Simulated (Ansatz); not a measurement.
Geometry relaxation of BP (part 3 of 3)

Continued. System: BP (slab, 16 atoms in the cell). Method: DFT PBEsol, scalar-relativistic, plane waves, PAW, no spin polarisation (Ansatz 0.2.0); cutoff 420 eV, 4×8×1 k-mesh, Gaussian smearing of 0.05 eV. The structure derives from an entry of the Crystallography Open Database. The input holds or restrains some coordinates. Forces given for the steps count only the free coordinates. It belongs to a series of runs on one base structure; here: upper atoms moved at random (sigma 0.25 Å), then relaxed.

Geometry of the input (Å; fractional positions):
```
6.3925  0.0000  0.0000
0.0000  3.1962  0.0000
0.0000  0.0000  22.9103
P  0.5000  0.5000  0.3274
P  0.0000  0.5000  0.3274
B  0.2500  0.5000  0.3767
B  0.7500  0.5000  0.3767
P  0.7500  0.0000  0.4260
P  0.2500  0.0000  0.4260
B  0.5091  0.0061  0.4720
B  -0.0055  0.0171  0.4735
P  0.0026  0.5095  0.5244
P  0.5078  0.4890  0.5255
B  0.7581  0.5065  0.5724
B  0.2505  0.4916  0.5718
P  0.2524  -0.0340  0.6294
P  0.7415  0.0082  0.6301
B  0.0162  0.1172  0.6662
B  0.4870  -0.0649  0.6572
```

## Output, continued
```
  k-point 1: bands = ["-15.0093", "-13.9393", "-12.4494", "-12.4439", "-12.2767", "-11.8232", "-10.4581", "-9.8255", "-8.8713", "-8.2803", "-7.3198", "-7.0558", "-6.7210", "-5.3478", "-4.3053", "-4.0934", "-3.9270", "-3.9053", "-3.7970", "-2.9583", "-2.8841", "-2.7711", "-2.4914", "-2.4463", "-2.2202", "-1.9685", "-1.7462", "-1.2092", "-0.3955", "-0.2146", "-0.2095", "0.1332", "1.8059", "1.9442", "2.0853", "2.1810", "2.2252", "2.8452", "3.6623", "3.8146", "4.2583", "4.4051", "4.4315", "4.6262", "4.7498", "5.1421", "5.5712", "5.6123"]
  k-point 2: bands = ["-14.4642", "-13.4363", "-12.0634", "-11.9555", "-11.7663", "-11.3244", "-10.3757", "-9.4058", "-8.4891", "-7.9797", "-7.3593", "-7.0570", "-6.7346", "-6.6988", "-5.5568", "-4.9090", "-4.5393", "-4.3250", "-4.1907", "-3.8606", "-3.5696", "-3.5234", "-3.4350", "-2.9407", "-2.6365", "-2.5690", "-1.5993", "-1.3441", "-0.6297", "-0.4898", "-0.3712", "0.1614", "0.2692", "0.8302", "1.1005", "1.5217", "2.6211", "3.1999", "3.5290", "3.7549", "3.8552", "4.4209", "4.9968", "4.9996", "5.3958", "5.4439", "5.7279", "6.0455"]
  k-point 17: bands = ["-11.9830", "-11.9813", "-11.8043", "-11.8035", "-11.3886", "-11.3882", "-10.1888", "-10.1888", "-7.8950", "-7.8944", "-7.6962", "-7.6953", "-6.2762", "-6.2760", "-5.8355", "-5.8312", "-4.9873", "-4.9857", "-4.6123", "-4.6119", "-4.4498", "-4.4495", "-4.1073", "-4.1069", "-3.3912", "-3.3909", "-2.9893", "-2.9892", "-1.2517", "-1.2516", "-0.5739", "-0.5736", "-0.1962", "-0.1956", "0.6200", "0.6213", "3.4907", "3.4926", "3.6396", "3.6404", "4.4105", "4.4115", "4.5587", "4.5626", "5.7765", "5.7775", "5.8032", "5.8055"]
--- Relaxed structure (5 steps of the walk, 5 accepted, 0 SCFs on fresh bases) ---
  F+E_penalty+E_count = -7138.67233636 eV   max|allowed force component| = 1.343e-2 eV/Å
  atoms:
    - { symbol: P, position: [0.5, 0.49999999999999994, 0.3273636409] }
    - { symbol: P, position: [0.0, 0.49999999999999994, 0.3273636409] }
    - { symbol: B, position: [0.25, 0.49999999999999994, 0.37668831489999993] }
    - { symbol: B, position: [0.75, 0.49999999999999994, 0.37668831489999993] }
    - { symbol: P, position: [0.75, 0.0, 0.42601298889999994] }
    - { symbol: P, position: [0.25, 0.0, 0.42601298889999994] }
    - { symbol: B, position: [0.499998252905498, 6.629776311266763e-5, 0.47510071138727406] }
    - { symbol: B, position: [5.575881656445548e-6, 2.0188654672442123e-5, 0.4751061771636837] }
    - { symbol: P, position: [1.1806301441485892e-5, 0.5000378385228785, 0.5245225592967803] }
    - { symbol: P, position: [0.4999983812747809, 0.5000638817520526, 0.5245132686329477] }
    - { symbol: B, position: [0.7499930253133962, 0.5000630983399884, 0.5731253160955647] }
    - { symbol: B, position: [0.2500185828343528, 0.5000375914456512, 0.5731306522250875] }
    - { symbol: P, position: [0.2501057581678563, 4.5969830851562924e-5, 0.6239763858479556] }
    - { symbol: P, position: [0.7499124163632684, 7.919783113165656e-5, 0.6239630858449637] }
    - { symbol: B, position: [-5.136975079714953e-6, 0.0018403382136610248, 0.6647976239065329] }
    - { symbol: B, position: [0.50002126876859, -0.00156257727253967, 0.6649041243943377] }
```

## Trajectory as extended XYZ (Å, eV, eV/Å), 5 frames, from step=1 to step=5
```
16
Lattice="6.3925 0.0000 0.0000 0.0000 3.1962 0.0000 0.0000 0.0000 22.9103" Properties=species:S:1:pos:R:3:forces:R:3 step=1 energy=-7137.46615
P     3.1962    1.5981    7.5000    0.0053   0.0420  -0.1050
P     0.0000    1.5981    7.5000   -0.0041  -0.0178  -0.1187
B     1.5981    1.5981    8.6300   -0.0181   0.0176   0.0450
B     4.7944    1.5981    8.6300    0.0419   0.0266  -0.0137
P     4.7944    0.0000    9.7601    0.4329   0.0434  -0.9921
P     1.5981    0.0000    9.7601    0.0803   0.1120  -0.1136
B     3.2546    0.0194   10.8141   -1.2424  -0.4863   1.6020
B    -0.0351    0.0547   10.8485    0.8618  -0.4752   0.7305
P     0.0167    1.6284   12.0148   -0.0443   0.1221  -0.4346
P     3.2461    1.5631   12.0384   -0.3774   0.5787  -0.6759
B     4.8459    1.6190   13.1149   -0.5024  -0.0397   1.3739
B     1.6012    1.5714   13.1006    0.3392  -0.2630   0.5969
P     1.6134   -0.1087   14.4204   -4.0494   0.2663  -3.9387
P     4.7397    0.0261   14.4353    2.6001   0.2420  -1.5052
B     0.1038    0.3746   15.2619   -2.5546   0.0335   0.6276
B     3.1132   -0.2076   15.0563    4.4312  -0.2024   2.9216
16
Lattice="6.3925 0.0000 0.0000 0.0000 3.1962 0.0000 0.0000 0.0000 22.9103" Properties=species:S:1:pos:R:3:forces:R:3 step=2 energy=-7138.24372
P     3.1962    1.5981    7.5000    0.0012   0.0177  -0.0862
P     0.0000    1.5981    7.5000   -0.0027  -0.0023  -0.0999
B     1.5981    1.5981    8.6300   -0.0151   0.0011   0.0588
B     4.7944    1.5981    8.6300    0.0259   0.0053   0.0320
P     4.7944    0.0000    9.7601    0.2011   0.0013  -0.4572
P     1.5981    0.0000    9.7601    0.0646   0.0238  -0.0367
B     3.2289    0.0154   10.8498   -0.6512  -0.3426   0.7995
B    -0.0176    0.0044   10.8673    0.4227  -0.2202   0.3245
P     0.0040    1.5878   12.0164    0.0301   0.2024  -0.4574
P     3.2172    1.5833   12.0289   -0.1344   0.3248  -0.4868
B     4.8211    1.5992   13.1112   -0.2105   0.0161   0.7784
B     1.5934    1.5835   13.1034    0.2013  -0.2847   0.5715
P     1.6039   -0.0682   14.3691   -2.2067   0.2900  -2.2469
P     4.8070    0.0059   14.3511    1.5083   0.1131  -0.8667
B     0.0622    0.3120   15.2817   -1.2331  -0.0766   0.3555
B     3.1727   -0.1334   15.0362    1.9984  -0.0692   1.8164
16
Lattice="6.3925 0.0000 0.0000 0.0000 3.1962 0.0000 0.0000 0.0000 22.9103" Properties=species:S:1:pos:R:3:forces:R:3 step=3 energy=-7138.65337
P     3.1962    1.5981    7.5000    0.0013   0.0065  -0.0650
P     0.0000    1.5981    7.5000   -0.0016   0.0012  -0.0663
B     1.5981    1.5981    8.6300   -0.0031  -0.0029   0.0505
B     4.7944    1.5981    8.6300    0.0076  -0.0029   0.0430
P     4.7944    0.0000    9.7601    0.0475   0.0069  -0.1072
P     1.5981    0.0000    9.7601    0.0134   0.0037  -0.0101
B     3.2037    0.0027   10.8752   -0.1164  -0.0740   0.1789
B    -0.0034    0.0011   10.8799    0.0714  -0.0426   0.0971
P     0.0004    1.5973   12.0168    0.0228   0.0243  -0.1173
P     3.2038    1.5951   12.0162   -0.0465   0.0732  -0.1170
B     4.8002    1.5935   13.1298   -0.0315  -0.0021   0.1146
B     1.6002    1.5989   13.1210    0.0259  -0.0529   0.1042
P     1.6047   -0.0053   14.2942   -0.4558   0.0820  -0.1020
P     4.7932   -0.0079   14.3008    0.2601   0.0622   0.2276
B     0.0130    0.1435   15.2629   -0.2289  -0.0884  -0.3025
B     3.1824   -0.0566   15.2206    0.4338   0.0054   0.0676
16
Lattice="6.3925 0.0000 0.0000 0.0000 3.1962 0.0000 0.0000 0.0000 22.9103" Properties=species:S:1:pos:R:3:forces:R:3 step=4 energy=-7138.67198
P     3.1962    1.5981    7.5000    0.0002   0.0012  -0.0694
P     0.0000    1.5981    7.5000   -0.0001   0.0000  -0.0694
B     1.5981    1.5981    8.6300   -0.0002  -0.0003   0.0591
B     4.7944    1.5981    8.6300    0.0003  -0.0003   0.0588
P     4.7944    0.0000    9.7601   -0.0002   0.0033   0.0061
P     1.5981    0.0000    9.7601    0.0014   0.0032   0.0055
B     3.1962    0.0008   10.8848    0.0016   0.0004  -0.0096
B     0.0001    0.0002   10.8846   -0.0009   0.0005  -0.0088
P     0.0002    1.5987   12.0154    0.0013   0.0013   0.0420
P     3.1965    1.5991   12.0156   -0.0019   0.0002   0.0409
B     4.7947    1.5998   13.1315   -0.0006  -0.0001   0.0038
B     1.5983    1.5999   13.1316    0.0000  -0.0008   0.0042
P     1.5982    0.0019   14.3005    0.0017  -0.0023  -0.0437
P     4.7950    0.0017   14.3000   -0.0012  -0.0023  -0.0450
B     0.0002    0.0305   15.2355    0.0024  -0.0100   0.0135
B     3.1969   -0.0187   15.2348   -0.0038   0.0059   0.0120
16
Lattice="6.3925 0.0000 0.0000 0.0000 3.1962 0.0000 0.0000 0.0000 22.9103" Properties=species:S:1:pos:R:3:forces:R:3 step=5 energy=-7138.67234
P     3.1962    1.5981    7.5000    0.0000   0.0002  -0.0689
P     0.0000    1.5981    7.5000    0.0000  -0.0001  -0.0685
B     1.5981    1.5981    8.6300    0.0002   0.0000   0.0583
B     4.7944    1.5981    8.6300   -0.0002   0.0000   0.0583
P     4.7944    0.0000    9.7601    0.0011   0.0006   0.0104
P     1.5981    0.0000    9.7601   -0.0007   0.0006   0.0098
B     3.1962    0.0002   10.8847    0.0001  -0.0004  -0.0001
B     0.0000    0.0001   10.8848   -0.0003  -0.0001  -0.0003
P     0.0001    1.5982   12.0170   -0.0004  -0.0003  -0.0134
P     3.1962    1.5983   12.0168    0.0004  -0.0003  -0.0133
B     4.7943    1.5983   13.1305   -0.0005   0.0005  -0.0025
B     1.5982    1.5982   13.1306    0.0005   0.0005  -0.0015
P     1.5988    0.0001   14.2955   -0.0024  -0.0003   0.0098
P     4.7938    0.0003   14.2952    0.0019  -0.0007   0.0116
B     0.0000    0.0059   15.2307    0.0004  -0.0021   0.0058
B     3.1964   -0.0050   15.2332    0.0000   0.0018   0.0046
```

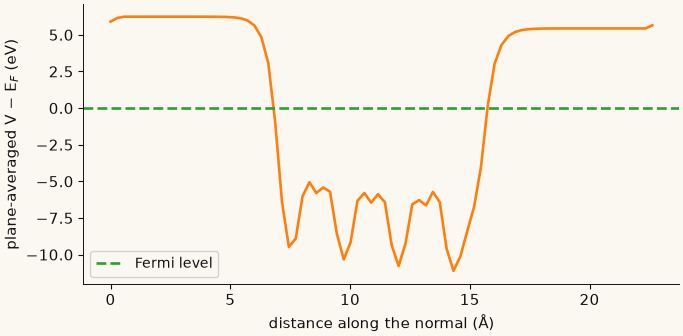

Fig. 1: Plane average of the electrostatic potential energy of an electron across the cell, from the Fermi level. The vacuum level lies 5.44 eV above the Fermi level on the upper side and 6.24 eV on the lower.

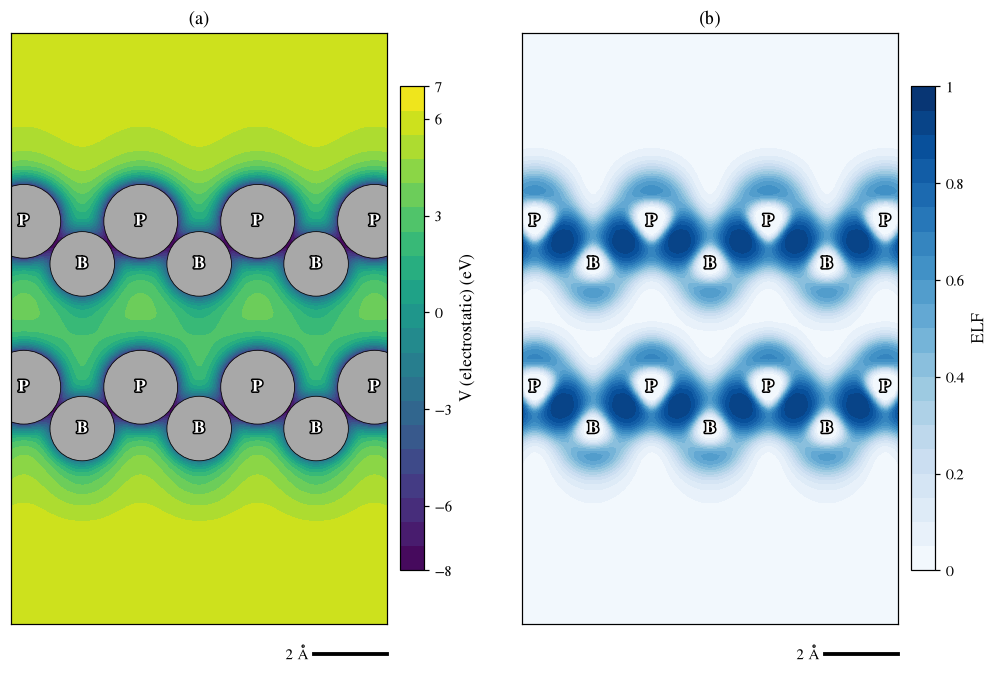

Fig. 2: (a) electrostatic potential energy of an electron; (b) electron localisation function on the (100) plane of the calculation cell, a cut from vacuum to vacuum. Grey discs, where drawn, cover atomic cores. The section cuts through B and P sites. In a PAW calculation such maps are meaningful between the atoms, not at the nuclei.

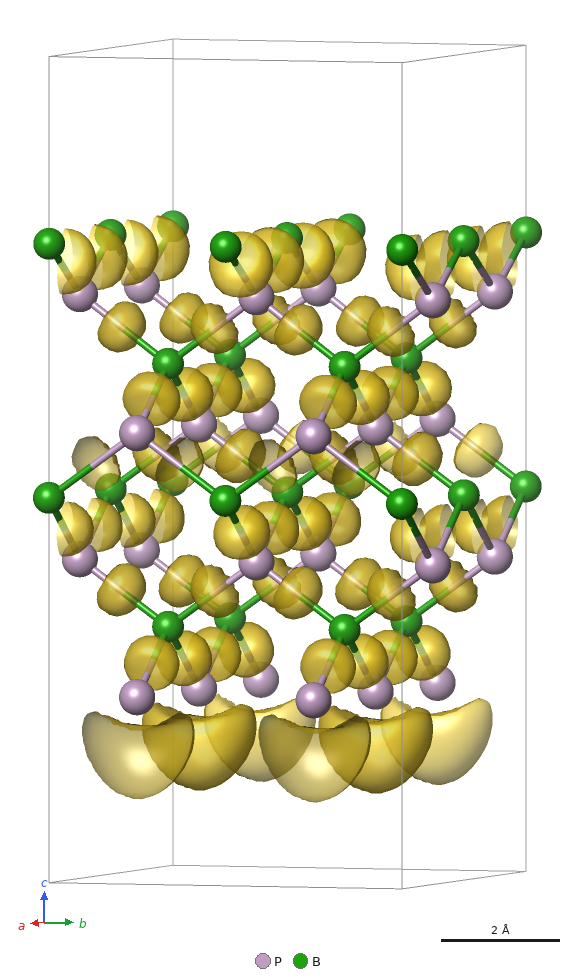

Fig. 3: Isosurface of the electron localisation function at 0.85 (yellow), seen at an oblique angle. Core shells and regions of very low density are left out. Sticks mark near contacts.
